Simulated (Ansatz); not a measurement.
# Single-point calculation, with input and output: C (part 2 of 2)

Continued. System: C (slab, 24 atoms in the cell). Method: DFT PBEsol, scalar-relativistic, plane waves, PAW, spin-polarised (Ansatz 0.2.0); cutoff 420 eV, 14×3×1 k-mesh, Gaussian smearing of 0.1 eV, collinear spins. The structure derives from an entry of the Crystallography Open Database. It belongs to a series of runs on one base structure; here: spin: collinear.

Geometry of the input (Å; fractional positions):
```
2.4589  0.0000  0.0000
-1.2295  11.1573  0.0000
0.0000  0.0000  26.8128
C  0.9233  0.8465  0.2797
C  0.5868  0.1737  0.2976
C  0.4253  0.8506  0.3061
C  0.0889  0.1777  0.3240
C  0.4293  0.8587  0.3590
C  0.0929  0.1858  0.3768
C  0.9314  0.8628  0.3854
C  0.5949  0.1899  0.4032
C  0.9354  0.8708  0.4382
C  0.5990  0.1980  0.4561
C  0.4375  0.8749  0.4647
C  0.1010  0.2020  0.4825
C  0.4415  0.8830  0.5175
C  0.1050  0.2101  0.5353
C  0.9435  0.8870  0.5439
C  0.6071  0.2142  0.5618
C  0.9476  0.8951  0.5968
C  0.6111  0.2222  0.6146
C  0.4496  0.8992  0.6232
C  0.1132  0.2263  0.6410
C  0.4536  0.9072  0.6760
C  0.1172  0.2344  0.6939
C  0.9557  0.9113  0.7024
C  0.6192  0.2385  0.7203
```

## Output, continued
```
--- Per-component energies (eV) ---
  E_band       = -984.083576
  E_kinetic    = 2159.339869
  E_local      = -48917.943000  (includes V_loc(G=0)·N_el)
  E_nonlocal   = 657.692973
  E_hartree    = 23344.715099
  E_xc         = -1133.642270
  E_vxc        = -1408.023722  (∫ρ·V_xc dr)
  E_paw        = -2289.650012  (= ΣΔE_a)
  E_vpaw       = -164.583374  (= ΣTr[D̂ρ^β])
  E_aug_tail   = 0.000194  (compensation charges beyond the density's cutoff)
  E_efield     = 0.000000  (sawtooth field / dipole correction)
  E_vefield    = 0.000000  (∫n·V_field dr)
  E_ewald      = 20271.358972
  E_core_change = 0.506412  (= ΣΔE_core)
  E_smearing   = -0.008557  (= −TS)
  E_closure    = -0.000000  (closes the sum)
  Σ components = -5907.630319   (vs F -5907.630319, Δ=0.00e0)
--- Forces (eV/Å), atoms counted from 1 ---
  atom   1  C      0.00001332     0.17128140     2.59947794
  atom   2  C      0.00001444     0.14834590     2.59939502
  atom   3  C     -0.00002078    -0.21212284    -3.26024691
  atom   4  C     -0.00002225    -0.20106245    -3.27453488
  atom   5  C      0.00002384     0.06321007     0.91232645
  atom   6  C      0.00002330     0.06328414     0.93697533
  atom   7  C     -0.00002482    -0.02502844    -0.41770547
  atom   8  C     -0.00002558    -0.02772424    -0.42805608
  atom   9  C      0.00002623     0.01730206     0.23280397
  atom  10  C      0.00002571     0.01369779     0.24273795
  atom  11  C     -0.00002584    -0.01156963    -0.19817562
  atom  12  C     -0.00002740    -0.01449618    -0.20071510
  atom  13  C      0.00002731     0.01449660     0.20071211
  atom  14  C      0.00002576     0.01156876     0.19817613
  atom  15  C     -0.00002566    -0.01369704    -0.24274375
  atom  16  C     -0.00002621    -0.01730261    -0.23280105
  atom  17  C      0.00002565     0.02772548     0.42805909
  atom  18  C      0.00002472     0.02502818     0.41770327
  atom  19  C     -0.00002345    -0.06328326    -0.93695587
  atom  20  C     -0.00002382    -0.06320960    -0.91232592
  atom  21  C      0.00002199     0.20105974     3.27452138
  atom  22  C      0.00002063     0.21212635     3.26024611
  atom  23  C     -0.00001421    -0.14834825    -2.59939929
  atom  24  C     -0.00001316    -0.17127744    -2.59947641
  max |Σ_I F_I| component: 4.49e-6 eV/Å
--- Stress (GPa, compression-positive) ---
       -0.656690      -0.000009      -0.000038
       -0.000009      -0.018512      -0.039941
       -0.000038      -0.039940      -0.697670
  P = ⅓ Tr σ = -0.4576 GPa (-4.576 kbar)
--- Band table (eV; the first three rows and the last of 44) ---
  k-point 0 ↑: bands = ["-20.8660", "-20.7835", "-20.4832", "-20.4063", "-19.7611", "-19.6917", "-18.7480", "-18.6879", "-17.4969", "-17.4467", "-16.1852", "-16.1455", "-13.7890", "-13.7645", "-11.9447", "-11.9259", "-9.8384", "-9.8247", "-9.2677", "-8.8024", "-8.5956", "-8.1889", "-7.9564", "-7.7268", "-7.7140", "-7.6570", "-7.6440", "-7.4163", "-7.3859", "-7.3739", "-6.8904", "-6.7730", "-6.7624", "-6.4098", "-6.0208", "-6.0122", "-5.6705", "-5.6049", "-5.5993", "-5.2701", "-5.2697", "-5.2638", "-4.6485", "-4.6440", "-4.4797", "-4.1838", "-3.3587", "-3.2698", "-3.2210", "-3.1395", "0.6048", "0.8831", "1.9506", "2.0188", "2.2979", "2.4369", "2.9087", "3.2383", "3.3856", "3.7464", "3.9013", "4.0212", "4.1345", "4.1657", "4.2339", "4.4392", "4.4682", "4.5342", "4.6295", "4.6945", "4.9694", "5.1327", "5.1726", "5.5566", "5.6155"]
  k-point 1 ↑: bands = ["-20.8659", "-20.7834", "-20.4832", "-20.4063", "-19.7610", "-19.6917", "-18.7480", "-18.6879", "-17.4969", "-17.4467", "-16.1852", "-16.1455", "-13.7890", "-13.7645", "-11.9447", "-11.9259", "-9.8384", "-9.8248", "-9.2670", "-8.8018", "-8.5962", "-8.1896", "-7.9560", "-7.7267", "-7.7140", "-7.6570", "-7.6440", "-7.4170", "-7.3856", "-7.3738", "-6.8899", "-6.7728", "-6.7623", "-6.4104", "-6.0208", "-6.0123", "-5.6701", "-5.6047", "-5.5993", "-5.2703", "-5.2702", "-5.2637", "-4.6487", "-4.6438", "-4.4792", "-4.1844", "-3.3582", "-3.2701", "-3.2204", "-3.1399", "0.6073", "0.8803", "2.0306", "2.1889", "2.2724", "2.6599", "3.0212", "3.0846", "3.3801", "3.3898", "3.4930", "3.7103", "3.8338", "3.8816", "4.1692", "4.3107", "4.4523", "4.5573", "4.9069", "5.0599", "5.1961", "5.2648", "5.6245", "5.7028", "5.8544"]
  k-point 2 ↑: bands = ["-20.7750", "-20.6930", "-20.3928", "-20.3164", "-19.6716", "-19.6027", "-18.6602", "-18.6005", "-17.4121", "-17.3623", "-16.1053", "-16.0660", "-13.7163", "-13.6923", "-11.8869", "-11.8688", "-9.8083", "-9.7957", "-9.1576", "-8.6932", "-8.4880", "-8.1228", "-8.1074", "-8.0822", "-7.8490", "-7.8058", "-7.7974", "-7.6483", "-7.6435", "-7.3115", "-7.1647", "-7.1530", "-6.7840", "-6.3899", "-6.3807", "-6.3055", "-5.8092", "-5.8078", "-5.5623", "-5.5074", "-5.5067", "-5.1664", "-5.0124", "-5.0069", "-4.3722", "-4.0777", "-3.3702", "-3.2858", "-3.2735", "-3.1950", "0.5893", "0.8437", "2.0035", "2.0756", "2.2499", "2.5600", "3.0289", "3.3568", "3.5020", "3.7727", "3.9356", "4.0937", "4.2055", "4.2982", "4.3477", "4.4557", "4.6022", "4.6417", "4.7518", "4.7854", "5.0952", "5.2134", "5.3434", "5.6774", "5.7045"]
  k-point 21 ↓: bands = ["-16.5121", "-16.5121", "-16.4525", "-16.4525", "-16.1299", "-16.1299", "-16.0473", "-16.0472", "-15.7139", "-15.7139", "-14.6811", "-14.6811", "-14.1320", "-14.1319", "-14.0107", "-14.0107", "-13.1134", "-13.1134", "-12.8861", "-12.8861", "-12.1777", "-12.1776", "-11.9756", "-11.9756", "-9.8198", "-9.8198", "-9.5470", "-9.5469", "-8.8426", "-8.8426", "-8.3593", "-8.3593", "-8.0907", "-8.0906", "-4.3047", "-4.3045", "-4.0721", "-4.0718", "-3.8739", "-3.8736", "-3.8262", "-3.8260", "-3.7112", "-3.7111", "-1.1172", "-1.1170", "-1.0950", "-1.0949", "-0.4810", "-0.4799", "-0.4489", "-0.4478", "0.4486", "0.4494", "0.6975", "0.6980", "0.9876", "0.9882", "1.1827", "1.1829", "1.4087", "1.4088", "6.4850", "6.4862", "6.8982", "6.8996", "7.5726", "7.5992", "7.9160", "8.1866", "8.3458", "8.4989", "8.6026", "8.7065", "8.7810"]
--- Löwdin populations: 24 sites ---
  site symbol       q [e]    m [muB]
     0      C      3.9164     1.2504
     1      C      3.9199     1.2395
     2      C      3.9865    -0.1136
     3      C      3.9901    -0.1132
     4      C      3.9605     0.1384
     5      C      3.9597     0.1339
     6      C      3.9594    -0.0310
     7      C      3.9615    -0.0315
     8      C      3.9616     0.0198
     9      C      3.9597     0.0184
    10      C      3.9604    -0.0088
    11      C      3.9622    -0.0089
    12      C      3.9622    -0.0089
    13      C      3.9604    -0.0088
    14      C      3.9597     0.0184
    15      C      3.9616     0.0198
    16      C      3.9615    -0.0315
    17      C      3.9594    -0.0310
    18      C      3.9597     0.1339
    19      C      3.9605     0.1384
    20      C      3.9901    -0.1132
    21      C      3.9865    -0.1136
    22      C      3.9199     1.2395
    23      C      3.9164     1.2504
  spilling = 0.010460 (of n_electrons = 96.000000)
```

## File populations.tsv
```
# site	symbol	l	j	q_up	q_dn
# orbitals = lowdin
# n_electrons = 96.000000
# spilling = 0.010460
0	C	0_2S	-	0.636319	0.438456
0	C	1_2P	-	1.947070	0.894555
1	C	0_2S	-	0.636275	0.439429
1	C	1_2P	-	1.943434	0.900780
2	C	0_2S	-	0.447706	0.459478
2	C	1_2P	-	1.488775	1.590570
3	C	0_2S	-	0.447733	0.459398
3	C	1_2P	-	1.490698	1.592237
4	C	0_2S	-	0.462121	0.444530
4	C	1_2P	-	1.587320	1.466485
5	C	0_2S	-	0.462225	0.444832
5	C	1_2P	-	1.584593	1.468079
6	C	0_2S	-	0.451063	0.451377
6	C	1_2P	-	1.513159	1.543814
7	C	0_2S	-	0.450941	0.451226
7	C	1_2P	-	1.514052	1.545251
8	C	0_2S	-	0.452064	0.449997
8	C	1_2P	-	1.538613	1.520889
9	C	0_2S	-	0.452201	0.450179
9	C	1_2P	-	1.536858	1.520481
10	C	0_2S	-	0.451151	0.451294
10	C	1_2P	-	1.524653	1.533326
11	C	0_2S	-	0.450994	0.451126
11	C	1_2P	-	1.525678	1.534415
12	C	0_2S	-	0.450994	0.451126
12	C	1_2P	-	1.525677	1.534415
13	C	0_2S	-	0.451151	0.451294
13	C	1_2P	-	1.524653	1.533326
14	C	0_2S	-	0.452201	0.450179
14	C	1_2P	-	1.536859	1.520480
15	C	0_2S	-	0.452064	0.449997
15	C	1_2P	-	1.538613	1.520889
16	C	0_2S	-	0.450941	0.451226
16	C	1_2P	-	1.514051	1.545252
17	C	0_2S	-	0.451063	0.451377
17	C	1_2P	-	1.513159	1.543815
18	C	0_2S	-	0.462225	0.444832
18	C	1_2P	-	1.584594	1.468078
19	C	0_2S	-	0.462121	0.444530
19	C	1_2P	-	1.587320	1.466484
20	C	0_2S	-	0.447734	0.459398
20	C	1_2P	-	1.490699	1.592238
21	C	0_2S	-	0.447706	0.459478
21	C	1_2P	-	1.488775	1.590570
22	C	0_2S	-	0.636275	0.439429
22	C	1_2P	-	1.943433	0.900779
23	C	0_2S	-	0.636319	0.438456
23	C	1_2P	-	1.947070	0.894554
```

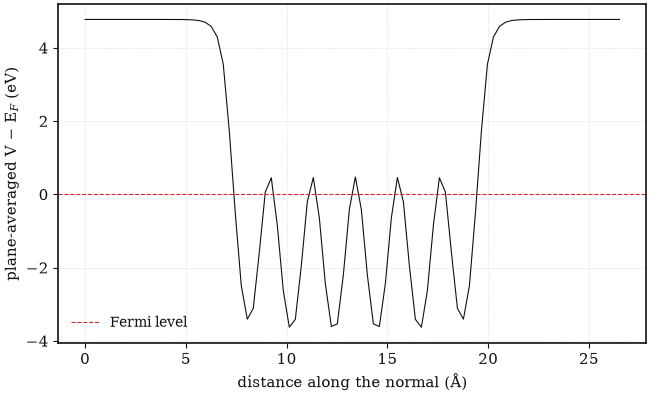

Fig. 1: Plane average of the electrostatic potential energy of an electron across the cell, from the Fermi level. The vacuum level lies 4.77 eV above the Fermi level.

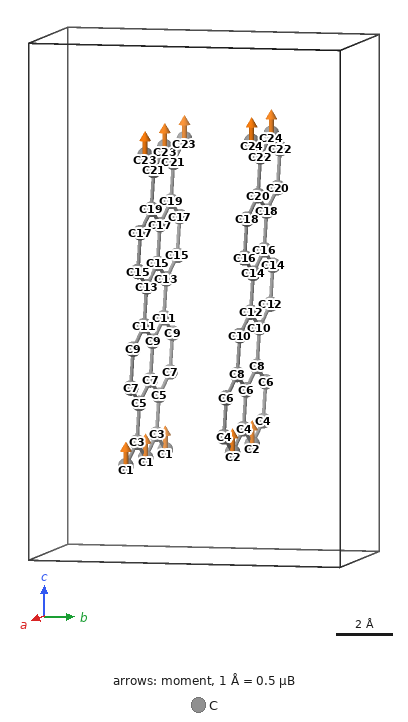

Fig. 2: Magnetic moments of the sites as orange arrows (ball-and-stick view of the 2 repeat of the cell, with the vacuum cut short, seen slightly off an axis; atoms are numbered from 1 in the order of the input); small moments hardly show. The run is collinear, so the axis drawn is arbitrary. Site moments: C1, C2, C23, C24 (0.44 μB); C5, C6, C19, C20 (0.06 μB). They are counted near the atoms and needn't add up to the moment of the cell.

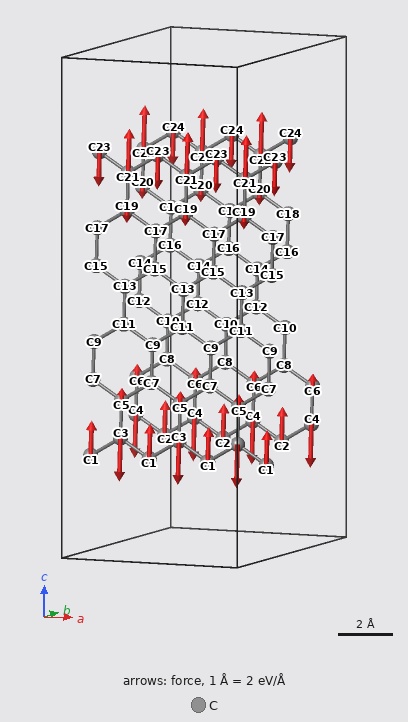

Fig. 3: Forces on the atoms as red arrows (ball-and-stick view of the 3 repeat of the cell, with the vacuum cut short, seen slightly off an axis; atoms are numbered from 1 in the order of the input); the smallest are left out. The largest act on C4, C21 (3.28 eV/Å); C3, C22 (3.27 eV/Å); C1, C2, C23, C24 (2.61 eV/Å). The geometry is not a stationary point of this energy.

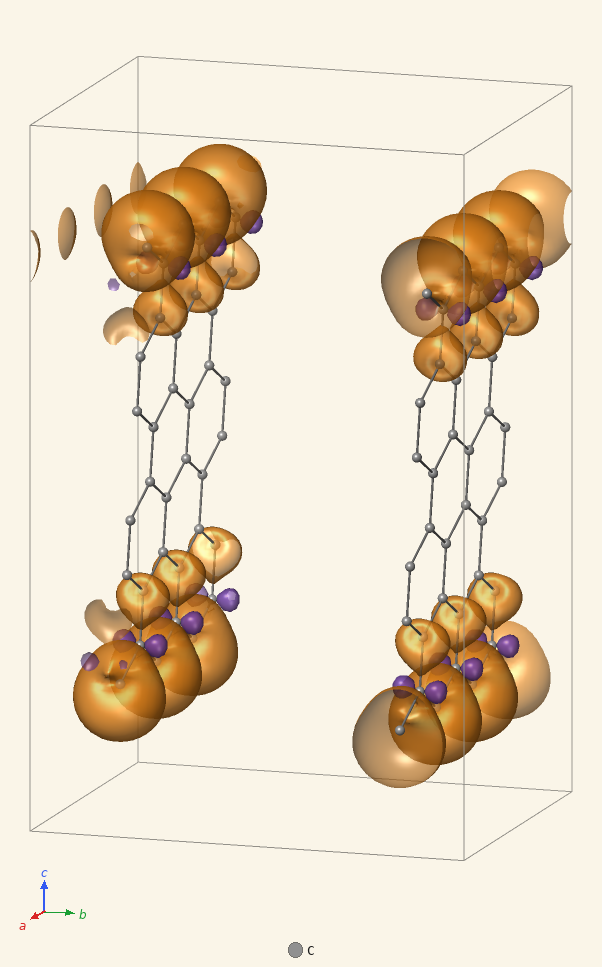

Fig. 4: Isosurfaces of the magnetisation density (up minus down) at +0.04 (orange) and −0.04 e/Å³ (purple), seen slightly off an axis. Sticks mark near contacts. The cell of the calculation (24 atoms) carries 5.0 μB net. Core electrons are frozen (PAW), so the fields are smoothed inside the atomic spheres.

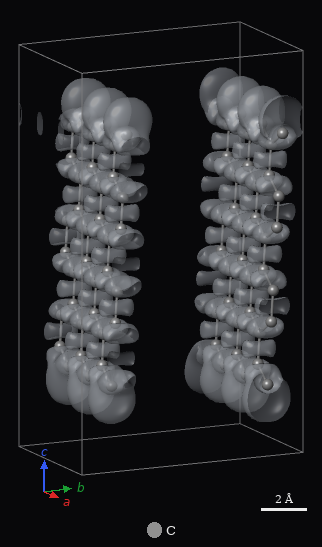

Fig. 5: Isosurface of the electron localisation function at 0.7 (grey), seen slightly off an axis. Core shells and regions of very low density are left out. Sticks mark near contacts. Profiles from the grid: C–C (1.42 Å): the ELF peaks at about 0.95 between the atoms (a shared electron pair).

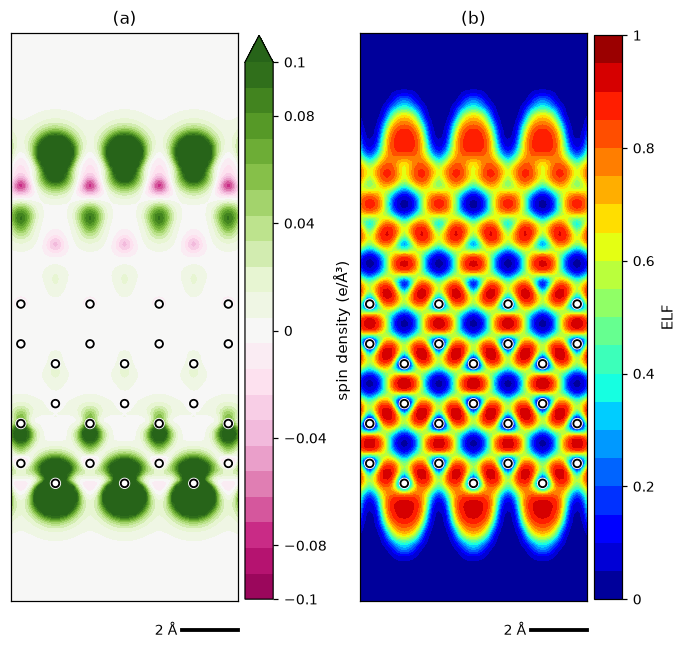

Fig. 6: (a) spin density (up minus down); (b) electron localisation function on the (010) plane of the calculation cell, a cut from vacuum to vacuum. Circles mark the nuclei in the plane (C). The cell of the calculation (24 atoms) carries 5.0 μB net.

## Summary

```csv
quantity,value
outcome,converged
electrons treated,96
free energy,−5907.6303 eV
"work function, top face",4.77 eV
"work function, bottom face",4.77 eV
Fermi energy,−1.308 eV
gap on the k-point mesh,none (metallic)
net moment of the cell,5.04 μB
integrated absolute moment,5.62 μB
work function (upper face),4.77 eV
largest force (length of the vector),3.281 eV/Å
hardware,"2 threads of AMD EPYC (Zen 5), 32 GiB of memory available, shared host"
wall time,74 s (CPU time 2.4 min)
peak memory,2.2 GiB
```

The program warns: the k-point mesh lowers the symmetry that the run can use; the exchange-correlation potential is rough where the density is thin.
